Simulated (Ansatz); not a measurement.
**Al: geometry relaxation (part 2 of 2)**

The same run, continued: Al (4 atoms in the cell); DFT PBEsol, scalar-relativistic, plane waves, PAW, no spin polarisation (Ansatz 0.2.0); cutoff 420 eV, 18×18×6 k-mesh, Gaussian smearing of 0.1 eV. The structure derives from a Materials Project entry.

Geometry of the input (Å; fractional positions):
```
2.8271  0.0000  0.0000
-1.4135  2.4483  0.0000
0.0000  0.0000  9.1860
Al 0.0000  0.0000  0.0000
Al 0.3333  0.6667  0.2500
Al 0.0000  0.0000  0.5000
Al 0.6667  0.3333  0.7500
```

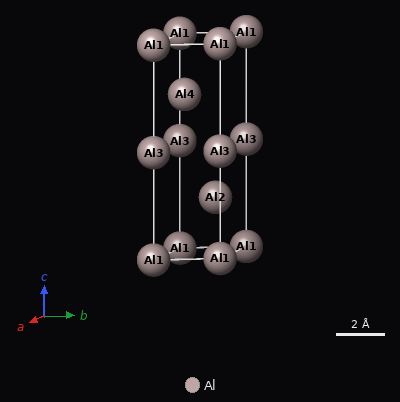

**Figure 1.** The geometry at step 2 of the log (spheres-only view of the cell of the calculation, seen slightly off an axis; atoms are numbered from 1 in the order of the input).

What the program printed, continued:
```
relax step   3: F+E_penalty+E_count = -2098.14569250 eV  Δ(F+E_penalty+E_count) = -5.710e-4 eV  max|allowed force component| = 3.816e-17 eV/Å  Δτ_max = 0.0000 Å  P = -0.052 GPa  Ω = 64.979 Å³  energy of the carried Pulay correction = -5.764e-4 eV  (6 SCF iters, dr2 threshold 4.00e-7 eV, accepted)
Crystal: 4 atoms, lattice volume = 64.945 Å³
iter 1 solved again at ethr=8.53e-8 eV; its pass at ethr=3.10e-3 eV (dr2=1.02e-5 eV) is discarded
SCF iter   1: F=—  HF=-2098.145815 eV  |F-HF|=—  |Δ(HF+E_count)|=         —  Δρ=1.16e-4  dr2=1.08e-5  ethr=8.53e-8  ⟨swp⟩=2.5  Hψ=14615  notcnv=0
preconditioner: auto → none  [metal: Δε(μ)=0.055 eV  Ē_g=8.997 eV  σ=0.100 eV  W_gap=0.30  n_scr=6 (ndim 8)  ℏωp=16.0 eV  f_vac=0.000  D(μ)=1.46/eV (n_scr^D=4)]
SCF iter   2: F=—  HF=-2098.145760 eV  |F-HF|=—  |Δ(HF+E_count)|=   5.50e-5  Δρ=4.59e-5  dr2=1.67e-6  ethr=8.53e-8  ⟨swp⟩=1.0  Hψ=2072  notcnv=0
iter 3 did not close the SCF: its close was put off for the readings that it lacked (scf_convergence_deferred on its scf_iter line)
SCF iter   3: F=-2098.145759 eV  HF=-2098.145759 eV  |F-HF|=1.95e-8  |Δ(HF+E_count)|=   5.90e-7  Δρ=3.08e-6  dr2=2.33e-8  ethr=1.39e-8  ⟨swp⟩=1.5  Hψ=2539  notcnv=0
iter 4 did not close the SCF: its close was put off for the readings that it lacked (scf_convergence_deferred on its scf_iter line)
SCF iter   4: F=-2098.145759 eV  HF=-2098.145759 eV  |F-HF|=1.45e-10  |Δ(HF+E_count)|=   6.15e-9  Δρ=9.88e-7  dr2=4.05e-10  ethr=1.94e-10  ⟨swp⟩=2.2  Hψ=2676  notcnv=0
iter 5 did not close the SCF: its close was put off for the readings that it lacked (scf_convergence_deferred on its scf_iter line)
SCF iter   5: F=-2098.145759 eV  HF=-2098.145759 eV  |F-HF|=7.28e-12  |Δ(HF+E_count)|=  1.21e-10  Δρ=1.32e-7  dr2=1.67e-11  ethr=3.37e-12  ⟨swp⟩=1.9  Hψ=2724  notcnv=0
SCF iter   6: F=-2098.145759 eV  HF=-2098.145759 eV  |F-HF|=0.00e0  |Δ(HF+E_count)|=  2.27e-12  Δρ=2.37e-8  dr2=1.62e-13  ethr=1.00e-12  ⟨swp⟩=1.3  Hψ=5210  notcnv=0
SCF 4 converged in 6 iterations: F = -2098.145759 eV  dr2 = 1.62e-13
relax step   4: F+E_penalty+E_count = -2098.14575916 eV  Δ(F+E_penalty+E_count) = -6.666e-5 eV  max|allowed force component| = 7.517e-18 eV/Å  Δτ_max = 0.0000 Å  P = -0.005 GPa  Ω = 64.945 Å³  energy of the carried Pulay correction = -5.609e-4 eV  (6 SCF iters, dr2 threshold 3.49e-8 eV, accepted)
Initial wavefunctions: pseudopotential atomic-orbital guess (no wavefunctions were taken with the density)
iter 1 solved again at ethr=5.49e-9 eV; its pass at ethr=3.10e-3 eV (dr2=6.59e-7 eV) is discarded
SCF iter   1: F=—  HF=-2098.146481 eV  |F-HF|=—  |Δ(HF+E_count)|=         —  Δρ=2.26e-5  dr2=2.92e-8  ethr=5.49e-9  ⟨swp⟩=3.0  Hψ=20883  notcnv=0
preconditioner: auto → none  [metal: Δε(μ)=0.055 eV  Ē_g=8.997 eV  σ=0.100 eV  W_gap=0.30  n_scr=6 (ndim 8)  ℏωp=16.0 eV  f_vac=0.000  D(μ)=1.47/eV (n_scr^D=4)]
SCF iter   2: F=—  HF=-2098.146430 eV  |F-HF|=—  |Δ(HF+E_count)|=   5.13e-5  Δρ=1.16e-5  dr2=8.56e-9  ethr=2.43e-10  ⟨swp⟩=2.0  Hψ=2984  notcnv=0
SCF iter   3: F=—  HF=-2098.146430 eV  |F-HF|=—  |Δ(HF+E_count)|=  2.60e-10  Δρ=1.88e-6  dr2=2.91e-9  ethr=7.13e-11  ⟨swp⟩=2.3  Hψ=2683  notcnv=0
SCF iter   4: F=—  HF=-2098.146430 eV  |F-HF|=—  |Δ(HF+E_count)|=  7.89e-10  Δρ=2.78e-7  dr2=5.18e-11  ethr=2.43e-11  ⟨swp⟩=1.8  Hψ=2513  notcnv=0
iter 5 did not close the SCF: its close was put off for the readings that it lacked (scf_convergence_deferred on its scf_iter line)
SCF iter   5: F=-2098.146430 eV  HF=-2098.146430 eV  |F-HF|=3.64e-12  |Δ(HF+E_count)|=  1.05e-11  Δρ=9.62e-8  dr2=6.98e-12  ethr=1.00e-12  ⟨swp⟩=1.0  Hψ=2073  notcnv=0
SCF iter   6: F=-2098.146430 eV  HF=-2098.146430 eV  |F-HF|=0.00e0  |Δ(HF+E_count)|=  1.36e-12  Δρ=4.70e-9  dr2=1.23e-14  ethr=1.00e-12  ⟨swp⟩=2.3  Hψ=6101  notcnv=0
SCF 5 converged in 6 iterations: F = -2098.146430 eV  dr2 = 1.23e-14
relax step   5: F+E_penalty+E_count = -2098.14642986 eV  Δ(F+E_penalty+E_count) = -6.707e-4 eV  max|allowed force component| = 1.446e-17 eV/Å  Δτ_max = 0.0000 Å  P = +0.013 GPa  Ω = 64.945 Å³  stress off target by 2.19e-2 GPa  SCF on the basis re-selected at this cell (its energy is not comparable with the rows above)  (6 SCF iters)
basis re-selected at this cell: Δ(F+E_penalty+E_count) = -6.707e-4 eV, ΔP = +0.018 GPa vs the last step (what re-selecting the basis moved, of the pressure what is left beyond the Pulay correction that the steps carried, after the strain that the cell walked since its last selection, with what the two solves' SCF thresholds leave and, on support functions, any second-order correction that the steps lacked; it is no measure of the basis error at this ecutwfc). This SCF's stress stands 2.19e-2 GPa from its target on what of the cell is left free (relax.cell.stress_tol is 5.00e-2 GPa) and its largest allowed force component is 1.45e-17 eV/Å (relax.f_tol is 5.00e-3 eV/Å): within both
SCF converged after 6 iterations
Free energy (F): -2098.146430 eV
Harris-Foulkes:  -2098.146430 eV  (|F-HF|=0.00e0)
Internal energy: -2098.139104 eV  (E = F + TS)
E sigma→0 (E₀):  -2098.142767 eV
Entropy (-TS):   -0.007326 eV (-1.831 meV/atom)
Fermi energy:    8.041485 eV
--- Per-component energies (eV) ---
  E_band       = 43.094239
  E_kinetic    = 92.212780
  E_local      = 40.038778  (includes V_loc(G=0)·N_el)
  E_nonlocal   = 41.694141
  E_hartree    = 0.410089
  E_xc         = -158.011614
  E_vxc        = -117.134289  (∫ρ·V_xc dr)
  E_paw        = -1818.923301  (= ΣΔE_a)
  E_vpaw       = -14.537340  (= ΣTr[D̂ρ^β])
  E_aug_tail   = -0.000010  (compensation charges beyond the density's cutoff)
  E_ewald      = -295.636525
  E_core_change = 0.076556  (= ΣΔE_core)
  E_smearing   = -0.007326  (= −TS)
  E_closure    = 0.000000  (closes the sum)
  Σ components = -2098.146430   (vs F -2098.146430, Δ=0.00e0)
--- Forces (eV/Å), atoms counted from 1 ---
  atom   1  Al    -0.00000000    -0.00000000     0.00000000
  atom   2  Al     0.00000000    -0.00000000     0.00000000
  atom   3  Al    -0.00000000    -0.00000000     0.00000000
  atom   4  Al     0.00000000     0.00000000    -0.00000000
  max |Σ_I F_I| component: 9.25e-18 eV/Å
--- Stress (GPa, compression-positive) ---
        0.021934       0.000000       0.000000
        0.000000       0.021934       0.000000
        0.000000       0.000000      -0.004614
  P = ⅓ Tr σ = 0.0131 GPa (0.131 kbar)
--- Band table (eV; the first three rows and the last of 148) ---
  k-point 0: bands = ["-3.1826", "-1.4945", "-1.4875", "3.3674", "3.5751", "11.3904", "11.4009", "18.8967", "18.8967", "19.0490", "19.0490", "19.9828", "19.9828", "20.1399"]
  k-point 1: bands = ["-3.1354", "-2.0057", "-0.8851", "2.4232", "4.6022", "9.8901", "12.9649", "18.9335", "18.9335", "19.0872", "19.0872", "19.4356", "19.7806", "19.7806"]
  k-point 2: bands = ["-2.9936", "-2.4282", "-0.1892", "1.4671", "5.8067", "8.4541", "14.5879", "17.9016", "19.0431", "19.0431", "19.1989", "19.1989", "19.4866", "19.4866"]
  k-point 147: bands = ["5.0198", "5.0198", "5.1354", "5.1354", "5.2008", "5.2008", "7.8646", "7.8646", "8.5186", "8.5186", "9.1718", "9.1718", "14.1771", "14.1771"]
--- Relaxed structure (4 steps of the walk, 4 accepted, 1 SCFs on fresh bases) ---
  F+E_penalty+E_count = -2098.14642986 eV   max|allowed force component| = 1.446e-17 eV/Å   (the final SCF, on the basis selected at the relaxed cell)
  cell:  # Å, volume = 64.9451 Å³
    - [2.836284492247684, 0.0, 0.0]
    - [-1.418142246123842, 2.4562944226463417, 0.0]
    - [0.0, 0.0, 9.322149452647945]
  atoms:
    - { symbol: Al, position: [4.1800286959604667e-33, -1.005825126715101e-34, 2.4023474774336046e-36] }
    - { symbol: Al, position: [0.3333333333333333, 0.6666666666666666, 0.24999999999999997] }
    - { symbol: Al, position: [4.17874304241078e-33, -1.0140192214337575e-34, 0.49999999999999994] }
    - { symbol: Al, position: [0.6666666666666666, 0.3333333333333333, 0.7499999999999999] }
```

Trajectory as extended XYZ (Å, eV, eV/Å), 5 frames, from step=1 to step=5:
```
4
Lattice="2.8271 0.0000 0.0000 -1.4135 2.4483 0.0000 0.0000 0.0000 9.1860" Properties=species:S:1:pos:R:3:forces:R:3 step=1 energy=-2098.13727 pressure_GPa=1.81
Al    0.0000    0.0000    0.0000    0.0000   0.0000   0.0000
Al    0.0000    1.6322    2.2965    0.0000   0.0000   0.0000
Al    0.0000    0.0000    4.5930    0.0000   0.0000   0.0000
Al    1.4135    0.8161    6.8895    0.0000   0.0000   0.0000
4
Lattice="2.8443 0.0000 0.0000 -1.4222 2.4632 0.0000 0.0000 0.0000 9.3001" Properties=species:S:1:pos:R:3:forces:R:3 step=2 energy=-2098.14512 pressure_GPa=-0.28
Al    0.0000    0.0000    0.0000    0.0000   0.0000   0.0000
Al    0.0000    1.6422    2.3250    0.0000   0.0000   0.0000
Al    0.0000    0.0000    4.6501    0.0000   0.0000   0.0000
Al    1.4222    0.8211    6.9751    0.0000   0.0000   0.0000
4
Lattice="2.8387 0.0000 0.0000 -1.4194 2.4584 0.0000 0.0000 0.0000 9.3111" Properties=species:S:1:pos:R:3:forces:R:3 step=3 energy=-2098.14569 pressure_GPa=-0.05
Al    0.0000    0.0000    0.0000    0.0000   0.0000   0.0000
Al    0.0000    1.6389    2.3278    0.0000   0.0000   0.0000
Al    0.0000    0.0000    4.6556    0.0000   0.0000   0.0000
Al    1.4194    0.8195    6.9834    0.0000   0.0000   0.0000
4
Lattice="2.8363 0.0000 0.0000 -1.4181 2.4563 0.0000 0.0000 0.0000 9.3221" Properties=species:S:1:pos:R:3:forces:R:3 step=4 energy=-2098.14576 pressure_GPa=-0.01
Al    0.0000    0.0000    0.0000    0.0000   0.0000   0.0000
Al    0.0000    1.6375    2.3305    0.0000   0.0000   0.0000
Al    0.0000    0.0000    4.6611    0.0000   0.0000   0.0000
Al    1.4181    0.8188    6.9916    0.0000   0.0000   0.0000
4
Lattice="2.8363 0.0000 0.0000 -1.4181 2.4563 0.0000 0.0000 0.0000 9.3221" Properties=species:S:1:pos:R:3:forces:R:3 step=5 energy=-2098.14643 pressure_GPa=0.01
Al    0.0000    0.0000    0.0000    0.0000   0.0000   0.0000
Al    0.0000    1.6375    2.3305    0.0000   0.0000   0.0000
Al    0.0000    0.0000    4.6611    0.0000   0.0000   0.0000
Al    1.4181    0.8188    6.9916    0.0000   0.0000   0.0000
```

Summary:

| quantity | value |
| --- | --- |
| outcome | converged |
| space group (tolerance 0.01 Å) | P6₃/mmc (194) |
| electrons treated | 12 |
| free energy | −2098.1464 eV |
| Fermi energy | 8.041 eV |
| gap on the k-point mesh | none (metallic) |
| pressure | 0.01 GPa |
| final volume | 64.95 Å³ |
| largest force (length of the vector) at the end | under 0.001 eV/Å |
| final cell | a = 2.836 Å, b = 2.836 Å, c = 9.322 Å, α = 90.00°, β = 90.00°, γ = 120.00° |
| hardware | 2 threads of Intel Xeon @ 2.70GHz, 189 GiB of memory available, shared host |
| wall time | 19 s (CPU time 36 s) |
| peak memory | 0.46 GiB |
